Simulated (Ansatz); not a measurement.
TiAl: single-point calculation

- system: TiAl (Imm2, 4 atoms in the cell)
- method: DFT PBEsol, scalar-relativistic, plane waves, PAW, PAW set soft_1, no spin polarisation (Ansatz 0.2.0)

The structure derives from a Materials Project entry. Figures and captions count atoms from 1; the log counts them from 0 in places.

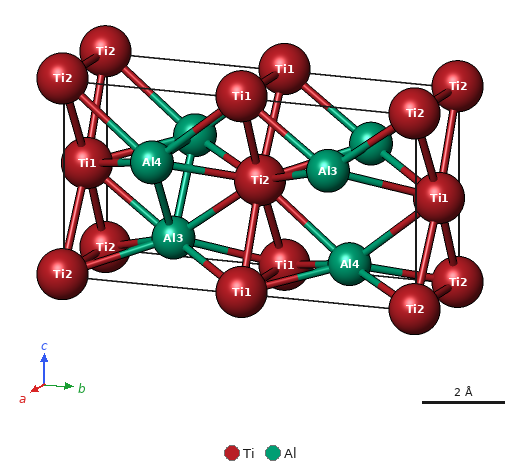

Fig. 1: The structure (ball-and-stick view of the cell 2 times as large as that of the calculation, set on its symmetry axes, seen slightly off an axis; atoms are numbered from 1 in the order of the input). An atom can appear more than once, as a periodic image.

## Results in brief

- outcome: converged
- space group (tolerance 0.01 Å): Imm2 (44)
- electrons treated: 30
- free energy: −5997.7574 eV
- Fermi energy: 10.664 eV
- gap on the k-point mesh: none (metallic)
- pressure: 1.20 GPa
- largest force (length of the vector): 1.301 eV/Å
- hardware: 2 threads of Arm Neoverse N1, 98 GiB of memory available, shared host
- wall time: 88 s (CPU time 2.9 min)
- peak memory: 1.1 GiB

The program warns: the PAW datasets were made with another functional.

## The input
```yaml
crystal:
  lattice:
    - [-2.8475477342, 0.0, 0.0]
    - [0.0, 4.9320973526, 0.0]
    - [1.4237738671, -2.4660486763, -4.6191923826]
  atoms:
    - { symbol: Ti, position: [0.5042409781, 0.4945265377, 0.0084819561] }
    - { symbol: Ti, position: [-0.0042409781, -0.0139554184, -0.0084819561] }
    - { symbol: Al, position: [0.75, 0.0774534818, 0.5] }
    - { symbol: Al, position: [0.25, 0.6236812798, 0.5] }
basis:
  ecutwfc: 520.0
kpoints:
  mp_grid: { grid: [16, 16, 16] }
hamiltonian:
  xc: pbesol
  pseudopotentials: { kind: paw, azcp: { folder: soft_1 } }
scf:
  occupations: { method: gaussian, width: 0.15 }
output:
  forces: true
  stress: true
  eigenvalues: true
```

Run as:
```bash
ansatz run input.yaml --threads 2 --pin off --max-ram 4096MiB --backend cpu --events-out ev --progress --plain --runs-dir out
```

## What the program printed
```
Warning: [file] the record states the generating functional pbe (its physics header spells it `PBE`), which answers neither for hamiltonian.xc's functional nor for the pbesol family's — results may be inconsistent (PPs are generated against a specific XC)
Warning: [file] the record states the generating functional pbe (its physics header spells it `PBE`), which answers neither for hamiltonian.xc's functional nor for the pbesol family's — results may be inconsistent (PPs are generated against a specific XC)
Engine: ansatz 0.2.0, aarch64-unknown-linux-gnu
Pseudopotentials: kind: paw
Pseudopotential: Ti, paw, valence charge 12, recommended cutoff 420 eV (normal), [file]
Pseudopotential: Al, paw, valence charge 3, recommended cutoff 420 eV (normal), [file]
Functional definition: PBEsol
  exchange = pbesol_x
  correlation = pbesol_c
Crystal: 4 atoms, lattice volume = 64.874 Å³
Basis set: ecut = 520 eV, 1761 PW (Γ), exchange–correlation on 48×80×90 points (8 copies of the dense FFT grid, shifted against one another)
Bands: 19, of which v1, the nominal top of the filled ones, is band 15 counted from 1 (14 counted from 0)
Symmetry: 4 space group operations
Space group: Imm2 (ITA 44), of the structure as read, at distance tolerance 4.0e-5 Å
k-points: 621 of 4096 (time reversal used)
Non-local potential: Ti, projectors of the file, l = 0: 3, l = 1: 2, l = 2: 3, l = 3: 1
Non-local potential: Al, projectors of the file, l = 0: 2, l = 1: 2, l = 2: 1
PAW form: soft (Blöchl's): semilocal exchange-correlation on the pseudo side does not see the compensation charge
PAW frozen core: Ti, regenerated for the run's functional, and the local potential with it (the file was generated under x = pbe(κ = 0.804, μ = 0.2195149727645171), c = pbe(β = 0.06672455060314922))
PAW frozen core: Al, regenerated for the run's functional, and the local potential with it (the file was generated under x = pbe(κ = 0.804, μ = 0.2195149727645171), c = pbe(β = 0.06672455060314922))
PAW one-centre angular grid: Ti, 590 points (default); XC on 64 Gauss nodes
PAW one-centre angular grid: Al, 110 points (default); XC on 64 Gauss nodes
Initial density: superposition of atomic densities (chi_scale 0.1, normalization cell, long waves kept (reshape's long-wave potential 0.00 eV rms))
Initial wavefunctions: pseudopotential atomic-orbital guess
Functional: x = pbesol(κ = 0.804, μ = 0.12345679012345678), c = pbesol(β = 0.046)
SCF iter   1: F=—  HF=-5998.507609 eV  |F-HF|=—  |Δ(HF+E_count)|=         —  Δρ=4.49e-2  dr2=1.96e0  ethr=3.10e-3  ⟨swp⟩=5.2  Hψ=50599  notcnv=0
preconditioner: auto → Kerker (q_TF=auto, 2.399 Å⁻¹)  [metal: Δε(μ)=0.001 eV  Ē_g=3.957 eV  σ=0.150 eV  W_gap=0.00  n_scr=10 (ndim 8)  ℏωp=17.2 eV  f_vac=0.000  D(μ)=4.36/eV (n_scr^D=46)]
SCF iter   2: F=—  HF=-5998.040272 eV  |F-HF|=—  |Δ(HF+E_count)|=   4.67e-1  Δρ=2.44e-2  dr2=7.71e-1  ethr=3.10e-3  ⟨swp⟩=2.6  Hψ=22969  notcnv=0
SCF iter   3: F=—  HF=-5997.767431 eV  |F-HF|=—  |Δ(HF+E_count)|=   2.73e-1  Δρ=4.67e-3  dr2=2.60e-2  ethr=2.57e-3  ⟨swp⟩=2.1  Hψ=18409  notcnv=0
SCF iter   4: F=—  HF=-5997.757581 eV  |F-HF|=—  |Δ(HF+E_count)|=   9.85e-3  Δρ=9.54e-4  dr2=5.69e-4  ethr=8.68e-5  ⟨swp⟩=2.2  Hψ=20693  notcnv=0
SCF iter   5: F=—  HF=-5997.757394 eV  |F-HF|=—  |Δ(HF+E_count)|=   1.87e-4  Δρ=2.51e-4  dr2=6.02e-5  ethr=1.90e-6  ⟨swp⟩=2.0  Hψ=16212  notcnv=0
SCF iter   6: F=—  HF=-5997.757369 eV  |F-HF|=—  |Δ(HF+E_count)|=   2.49e-5  Δρ=4.86e-5  dr2=1.01e-6  ethr=2.01e-7  ⟨swp⟩=2.1  Hψ=15041  notcnv=0
SCF iter   7: F=—  HF=-5997.757369 eV  |F-HF|=—  |Δ(HF+E_count)|=   3.16e-7  Δρ=1.26e-5  dr2=1.06e-7  ethr=3.33e-10  ⟨swp⟩=5.5  Hψ=53356  notcnv=0
SCF iter   8: F=-5997.757369 eV  HF=-5997.757369 eV  |F-HF|=1.60e-9  |Δ(HF+E_count)|=   1.86e-8  Δρ=2.03e-6  dr2=2.58e-9  ethr=3.33e-10  ⟨swp⟩=3.8  Hψ=34688  notcnv=0
SCF 1 converged in 8 iterations: F = -5997.757369 eV  dr2 = 2.58e-9
  greatest PAW one-centre occupation: 0.999 electrons in one spin orbital (limit 2), on the Ti atom at site 1 (counted from 0), in its partial waves of l = 0
SCF converged after 8 iterations
Free energy (F): -5997.757369 eV
Harris-Foulkes:  -5997.757369 eV  (|F-HF|=1.60e-9)
Internal energy: -5997.702048 eV  (E = F + TS)
E sigma→0 (E₀):  -5997.729708 eV
Entropy (-TS):   -0.055321 eV (-13.830 meV/atom)
Fermi energy:    10.664287 eV
--- Per-component energies (eV) ---
  E_band       = -330.889250
  E_kinetic    = 609.029242
  E_local      = -2406.915142  (includes V_loc(G=0)·N_el)
  E_nonlocal   = 145.310662
  E_hartree    = 1012.945193
  E_xc         = -306.253537
  E_vxc        = -349.851152  (∫ρ·V_xc dr)
  E_paw        = -2948.481296  (= ΣΔE_a)
  E_vpaw       = -354.355744  (= ΣTr[D̂ρ^β])
  E_aug_tail   = -0.000056  (compensation charges beyond the density's cutoff)
  E_ewald      = -2103.654161
  E_core_change = 0.317047  (= ΣΔE_core)
  E_smearing   = -0.055321  (= −TS)
  E_closure    = 0.000000  (closes the sum)
  Σ components = -5997.757369   (vs F -5997.757369, Δ=0.00e0)
--- Forces (eV/Å), atoms counted from 1 ---
  atom   1  Ti    -0.00000000     0.19737142     0.64065570
  atom   2  Ti     0.00000000     0.19737142    -0.64065570
  atom   3  Al    -0.00000000     0.90625820     0.00000000
  atom   4  Al     0.00000000    -1.30099898     0.00000000
  max |Σ_I F_I| component: 2.07e-6 eV/Å
--- Stress (GPa, compression-positive) ---
        3.137967      -0.000000      -0.000000
       -0.000000      -0.528551      -0.000000
       -0.000000      -0.000000       0.977918
  P = ⅓ Tr σ = 1.1958 GPa (11.958 kbar)
--- Band table (eV; the first three rows and the last of 621) ---
  k-point 0: bands = ["-45.5446", "-45.4391", "-22.1648", "-21.9976", "-21.8992", "-21.6763", "-21.5420", "-21.5333", "1.5582", "6.9356", "8.0923", "8.5768", "8.6157", "8.9077", "11.3176", "11.6318", "11.9495", "11.9737", "12.5435"]
  k-point 1: bands = ["-45.5446", "-45.4391", "-22.1648", "-21.9978", "-21.8990", "-21.6763", "-21.5420", "-21.5333", "1.5833", "6.9551", "7.8711", "8.3177", "8.7851", "9.1461", "11.2221", "11.6825", "11.9524", "11.9743", "12.5511"]
  k-point 2: bands = ["-45.5446", "-45.4391", "-22.1649", "-21.9984", "-21.8987", "-21.6763", "-21.5420", "-21.5333", "1.6573", "7.0089", "7.4643", "7.9668", "9.0360", "9.4449", "10.9665", "11.8427", "11.9738", "11.9760", "12.5729"]
  k-point 620: bands = ["-45.4388", "-45.4388", "-22.1614", "-22.1613", "-21.8965", "-21.8958", "-21.6832", "-21.6832", "6.8183", "6.9523", "7.5897", "7.6603", "9.2846", "9.5015", "10.0244", "10.2724", "12.4740", "12.6467", "12.6924"]
```

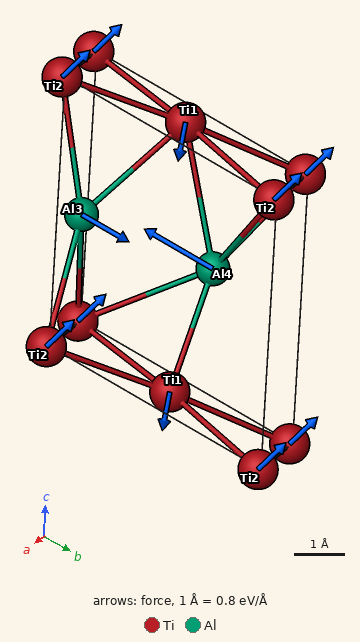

Fig. 2: Forces on the atoms as blue arrows (ball-and-stick view of the cell of the calculation, seen slightly off an axis; atoms are numbered from 1 in the order of the input). The largest act on Al4 (1.30 eV/Å); Al3 (0.91 eV/Å); Ti1, Ti2 (0.67 eV/Å). The geometry is not a stationary point of this energy.

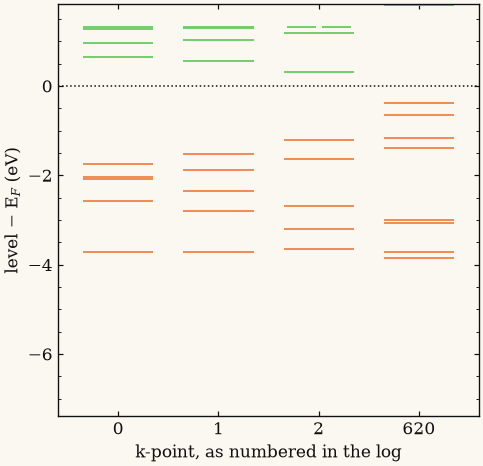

Fig. 3: Kohn–Sham levels near the Fermi level (dotted) at the few k-points that the log prints; levels within 0.02 eV of each other stand side by side. The system is metallic on the full mesh.
